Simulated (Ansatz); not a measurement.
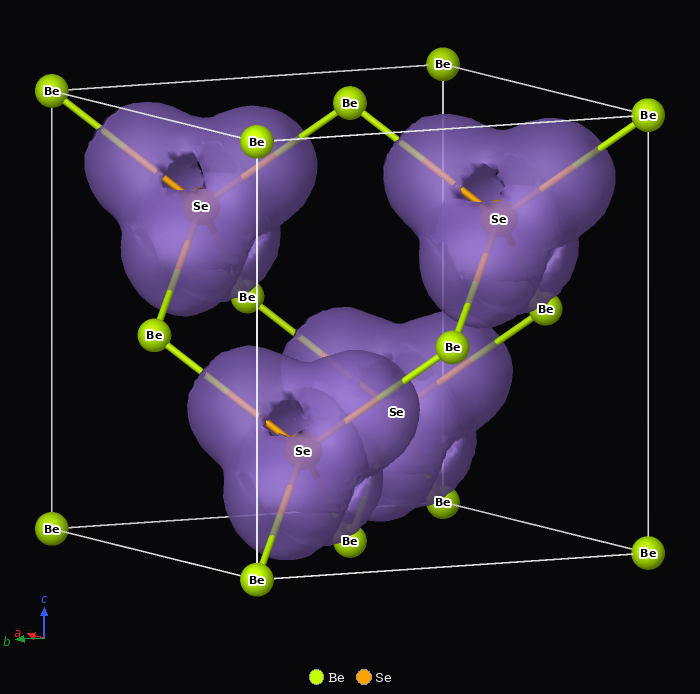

*BeSe. Isosurface of the ELF at 0.75 (purple), seen at an oblique angle. Core shells and regions of very low density are left out. Sticks mark near contacts.*

Space group F-43m; computed pressure about 2 GPa in this cell.

Level of theory: Ansatz 0.2.0, DFT, PBEsol, PAW with Ansatz's default frozen-core files, scalar-relativistic; relaxation of cell and atoms.

```
Be Se
1.0
     5.08785    0.00000    0.00000
     0.00000    5.08785    0.00000
     0.00000    0.00000    5.08785
Be Se
4 4
Direct
  0.50000 0.00000 0.50000
  0.00000 0.00000 0.00000
  0.00000 0.50000 0.50000
  0.50000 0.50000 0.00000
  0.25000 0.25000 0.75000
  0.75000 0.25000 0.25000
  0.75000 0.75000 0.75000
  0.25000 0.75000 0.25000
```

Q: Describe the localisation domains.

A: At this value the surface marks out four regions wrapped around Se (the valence shell of each), counted in one cell of 8 atoms. Any copies at cell faces, edges or corners count once. Along the contacts the grid gives the following. Be–Se (2.20 Å): the ELF peaks at about 0.90 between the atoms (a polar covalent bond).
